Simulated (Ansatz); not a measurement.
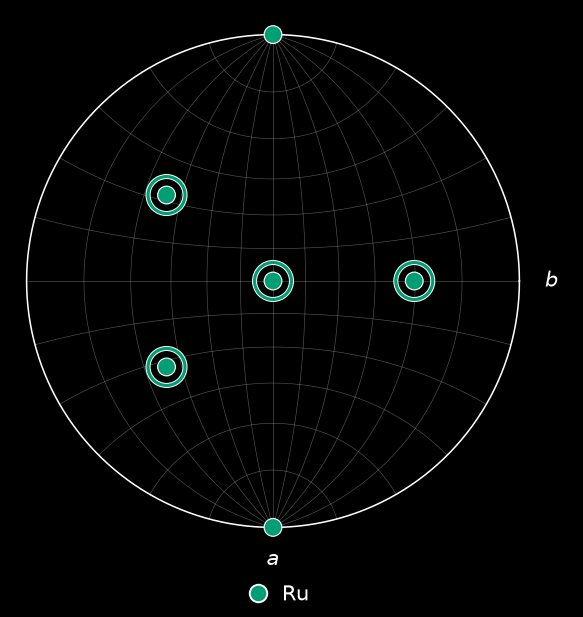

For Ru, the geometry relaxed with DFT, revPBE, plane waves (420 eV) with PAW, scalar-relativistic (Ansatz 0.2.0); the starting structure was generated, so it need not be a known form of this composition: directions from one ruthenium atom at (1/2, 0.856, 3/4) to its bonded neighbours, in stereographic projection down c (filled: above the plane of the page or in it, open: below). All values are computed from the atomic coordinates in the standard setting (tolerance 0.002 Å).

Neighbours are counted up to 2.88 Å for Ru.

```cif
data_structure
_symmetry_space_group_name_H-M 'P 1'
_symmetry_Int_Tables_number 1
_cell_length_a 2.7402
_cell_length_b 8.0331
_cell_length_c 2.7159
_cell_angle_alpha 90.000
_cell_angle_beta 90.000
_cell_angle_gamma 90.000
_cell_volume 59.78
loop_
_atom_site_label
_atom_site_type_symbol
_atom_site_fract_x
_atom_site_fract_y
_atom_site_fract_z
_atom_site_occupancy
Ru1 Ru 0.50000 0.85561 0.75000 1
Ru2 Ru 0.00000 0.64439 0.25000 1
Ru3 Ru 0.00000 0.35561 0.75000 1
Ru4 Ru 0.50000 0.14439 0.25000 1
```

How many neighbours are there, and at what angles?

10: 4 Ru at 2.57 Å, 2 Ru at 2.69 Å, 2 Ru at 2.72 Å, 2 Ru at 2.74 Å. Angles between bonds: 58° (8×), 60° (2×), 61° (1×), 64° (4×), 90° (8×), 97° (2×), 108° (4×), 120° (2×), 122° (8×), 147° (4×), 180° (2×).

What is the site's symmetry in the crystal?

Point group mm2 (C2v), order 4: one twofold axis, two mirror planes. In Cmcm, No. 63 this is Wyckoff position 4c.
